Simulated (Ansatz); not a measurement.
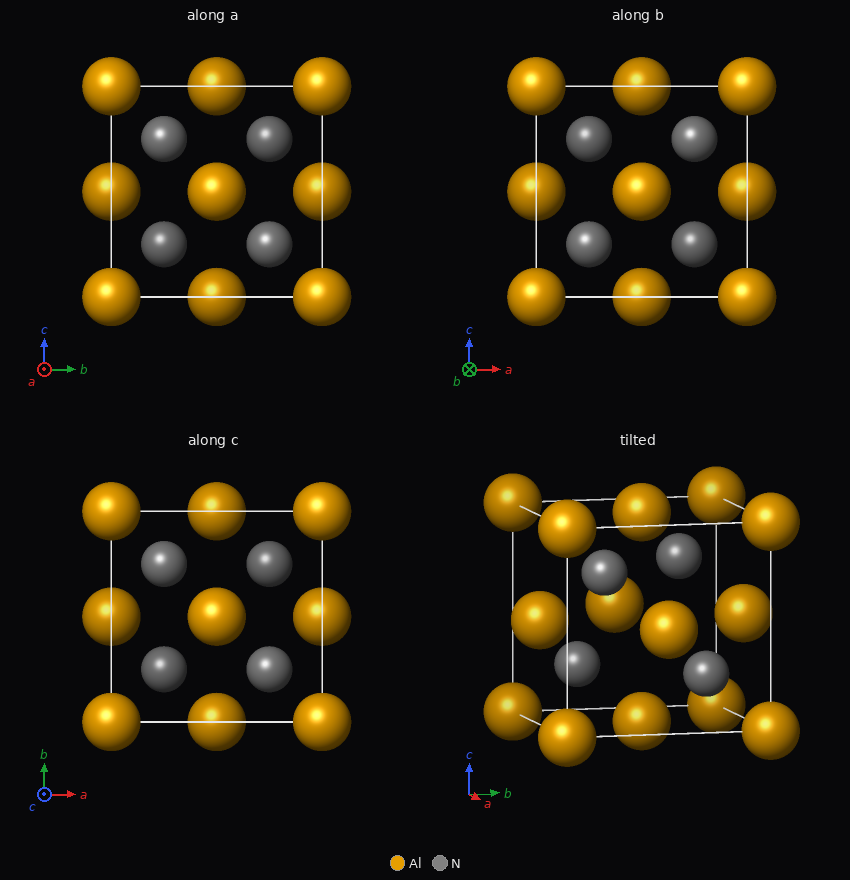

This spheres-only model is shown along the a axis, along the b axis, along the c axis and slightly off an axis. The lines enclose the conventional unit cell; boundary atoms appear with their images.

Lattice parameters: a = 4.3698 Å, b = 4.3698 Å, c = 4.3698 Å, α = 90.000°, β = 90.000°, γ = 90.000°.

Put the structure into a CIF with its space group and independent sites.

```cif
data_structure
_symmetry_space_group_name_H-M 'F -4 3 m'
_symmetry_Int_Tables_number 216
_cell_length_a 4.3698
_cell_length_b 4.3698
_cell_length_c 4.3698
_cell_angle_alpha 90.000
_cell_angle_beta 90.000
_cell_angle_gamma 90.000
_cell_volume 83.44
loop_
_atom_site_label
_atom_site_type_symbol
_atom_site_symmetry_multiplicity
_atom_site_Wyckoff_symbol
_atom_site_fract_x
_atom_site_fract_y
_atom_site_fract_z
_atom_site_occupancy
Al1 Al 4 a 0.0000 0.0000 0.0000 1
N1 N 4 c 0.2500 0.7500 0.7500 1
```

The structure comes from a structure type filled with these elements by a generator (whether the compound takes this form wasn't checked). Earlier steps of the study, as a rule a relaxation of our own, may have changed the cell and positions, so they can lie some per cent off the listed ones. Ansatz was used for an electronic-structure calculation on it.

At this level of theory the run's own cell isn't at rest (forces up to 2.0 eV/Å), so its distances can differ from those at equilibrium, the more so the softer the solid.
